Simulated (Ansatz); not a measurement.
# Calculations on AgO

Part 1: Vibrations

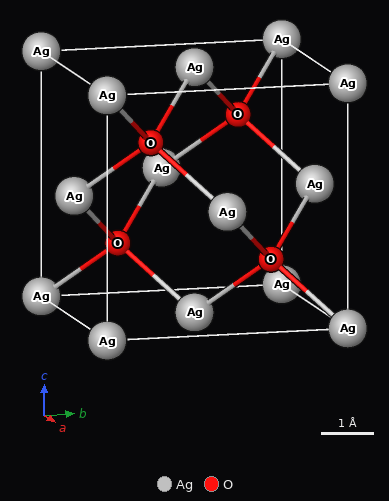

Normal modes of crystalline AgO relaxed at 6 GPa, space group F-43m (No. 216), at the zone centre. The picture is a ball-and-stick view of the conventional cell (4 times the calculation's cell), seen slightly off an axis. Lengths and directions refer to the drawn axes.

Computed with Ansatz 0.2.0, DFT LDA, scalar-relativistic, plane waves, PAW. (plane-wave cutoff 420 eV; k-point mesh 16 × 16 × 16; occupations fermi dirac; smearing width 0.15 eV; target pressure 6 GPa; no spin polarisation)

The frequencies depend somewhat on the k-mesh and the smearing.

List the optical modes.

The calculation's cell holds 2 atoms, so there are 3 optical modes, in 1 level. The optical modes span T₂. No level is unstable.

| level | symmetry | frequency (cm⁻¹) | activity |
| --- | --- | --- | --- |
| 1 | T₂ | 288 | infrared- and Raman-active |

The crystal is a metal, so free carriers screen the infrared response.

The modes drawn as arrows (one member of each degenerate set):

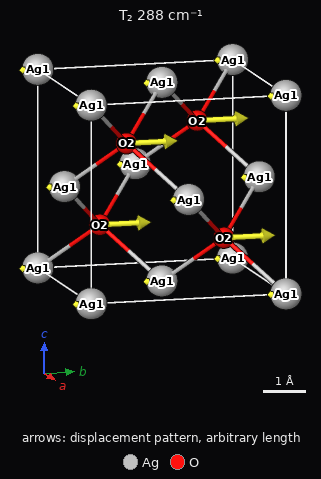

Part 2: One mode

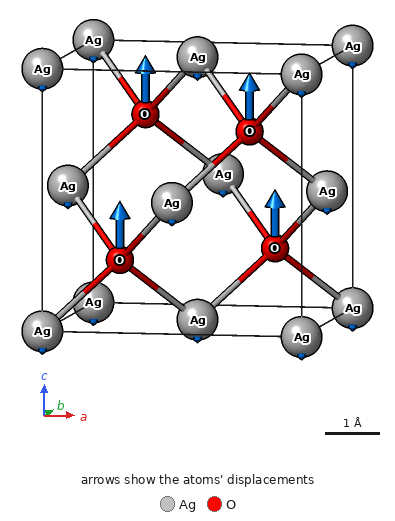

One vibrational mode of a crystal of AgO at 1.02 times its rest volume at the zone centre. The blue arrows are the displacements of the atoms (eigenvector over the root of the mass), of arbitrary overall length and sign. Style: ball-and-stick. Shown: the conventional cell (4 times the calculation's cell), slightly off an axis. Lengths and directions refer to the drawn axes.

The calculation used Ansatz, DFT LDA, scalar-relativistic, plane waves, PAW. (plane-wave cutoff 420 eV; k-point mesh 16 × 16 × 16; occupations fermi dirac; smearing width 0.15 eV; no spin polarisation)

The frequencies depend somewhat on the k-mesh and the smearing.

Question: What mode is this, and where does it lie in the spectrum?

Answer: This is the T₂ mode (triply degenerate; one member of the set is drawn) at 239 cm⁻¹, the only optical level, infrared- and Raman-active by symmetry. The O sublattice moves against the Ag sublattice, along c; the kinetic energy is shared as O 87 %, Ag 13 %. The crystal is a metal, so free carriers screen the infrared response.

Part 3: Softest mode

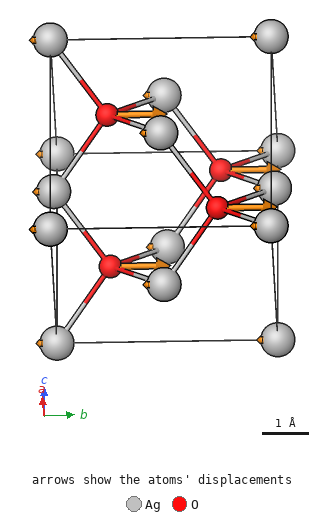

The lowest optical mode of a crystal of AgO, space group F-43m (No. 216), at the zone centre. The orange arrows are the displacements of the atoms (eigenvector over the root of the mass), of arbitrary overall length and sign. A ball-and-stick model of the conventional cell (4 times the calculation's cell), seen from a free direction. Lengths and directions refer to the drawn axes.

The calculation used DFT LDA, scalar-relativistic, plane waves, PAW (Ansatz).

Input
```yaml
crystal:
  lattice:
    - [0.0, 2.4440476099, 2.4440476099]
    - [2.4440476099, 0.0, 2.4440476099]
    - [2.4440476099, 2.4440476099, 0.0]
  atoms:
    - { symbol: Ag, position: [0.0, 0.0, 0.0] }
    - { symbol: O, position: [0.75, 0.75, 0.75] }
basis:
  ecutwfc: 420
kpoints:
  mp_grid: { grid: [16, 16, 16] }
hamiltonian:
  xc: lda
scf:
  occupations: { method: fermi_dirac, width: 0.15 }
output:
  eigenvalues: true
phonons:
  method: dfpt
  eigenvectors: true
```

Command:
```bash
ansatz run input.yaml --threads 1 --pin off --max-ram 3072MiB --backend cpu --events-out ev --progress --plain --runs-dir out
```

The frequencies depend somewhat on the k-mesh and the smearing.

Question: Is the structure stable against all modes at this point?

Answer: Yes: this softest mode has a real frequency, and so have all others here. That speaks for this wave vector alone: the rest of the zone wasn't checked in this run. This is the T₂ mode (triply degenerate; one member of the set is drawn) at 255 cm⁻¹, the only optical level, infrared- and Raman-active by symmetry. The O sublattice moves against the Ag sublattice, along b; the kinetic energy is shared as O 87 %, Ag 13 %. The crystal is a metal, so free carriers screen the infrared response.

Part 4: Softest mode

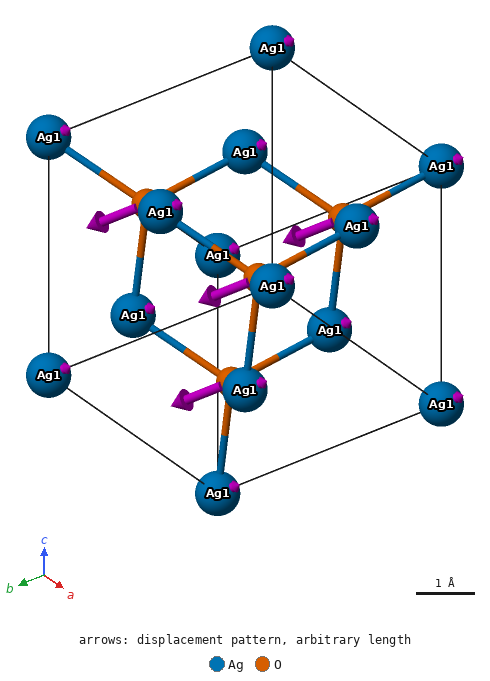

The lowest optical mode of solid AgO at 0.98 times its rest volume, space group F-43m (No. 216), at the zone centre. Displacements are drawn as purple arrows; their common scale and sign are arbitrary. Style: ball-and-stick. Shown: the conventional cell (4 times the calculation's cell), from a free direction. Lengths and directions refer to the drawn axes.

Theory: Ansatz, DFT LDA, scalar-relativistic, plane waves, PAW.

Input
```yaml
crystal:
  lattice:
    - [0.0, 2.4276441116, 2.4276441116]
    - [2.4276441116, 0.0, 2.4276441116]
    - [2.4276441116, 2.4276441116, 0.0]
  atoms:
    - { symbol: Ag, position: [0.0, 0.0, 0.0] }
    - { symbol: O, position: [0.75, 0.75, 0.75] }
basis:
  ecutwfc: 420
kpoints:
  mp_grid: { grid: [16, 16, 16] }
hamiltonian:
  xc: lda
scf:
  occupations: { method: fermi_dirac, width: 0.15 }
output:
  eigenvalues: true
phonons:
  method: dfpt
  eigenvectors: true
```

Run as
```bash
ansatz run input.yaml --threads 1 --pin off --max-ram 3072MiB --backend cpu --events-out ev --progress --plain --runs-dir out
```

The frequencies depend somewhat on the k-mesh and the smearing.

> Is the structure stable against all modes at this point?

Yes: this softest mode has a real frequency, and so have all others here. That speaks for this wave vector alone: the rest of the zone wasn't checked in this run. This is the T₂ mode (triply degenerate; one member of the set is drawn) at 270 cm⁻¹, the only optical level, infrared- and Raman-active by symmetry. The O sublattice moves against the Ag sublattice, along b; the kinetic energy is shared as O 87 %, Ag 13 %. The crystal is a metal, so free carriers screen the infrared response.
